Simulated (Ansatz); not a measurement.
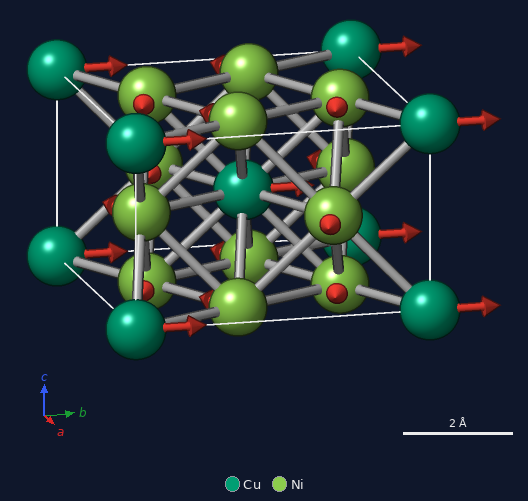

The lowest optical mode of a crystal of CuNi$_{4}$ (a generated structure), space group I4/m (No. 87), at the zone centre. The red arrows are the displacements of the atoms (eigenvector over the root of the mass), of arbitrary overall length and sign. The picture is a ball-and-stick view of the conventional cell (2 times the calculation's cell), seen slightly off an axis. Lengths and directions refer to the drawn axes.

Computed with DFT PBE, scalar-relativistic, plane waves, PAW (Ansatz). Settings: plane-wave cutoff 420 eV; k-point mesh 12 × 12 × 12; occupations fermi dirac; smearing width 0.15 eV; no spin polarisation.

The frequencies depend somewhat on the k-mesh and the smearing.

> Is the structure stable against all modes at this point?

Yes: this softest mode has a real frequency, and so have all others here. That speaks for this wave vector alone: the rest of the zone wasn't checked in this run. This is the E_u mode (doubly degenerate; one member of the set is drawn) at 183 cm⁻¹, the lowest optical level, infrared-active by symmetry. The kinetic energy is shared as Ni 62 %, Cu 38 %. The crystal is a metal, so free carriers screen the infrared response.
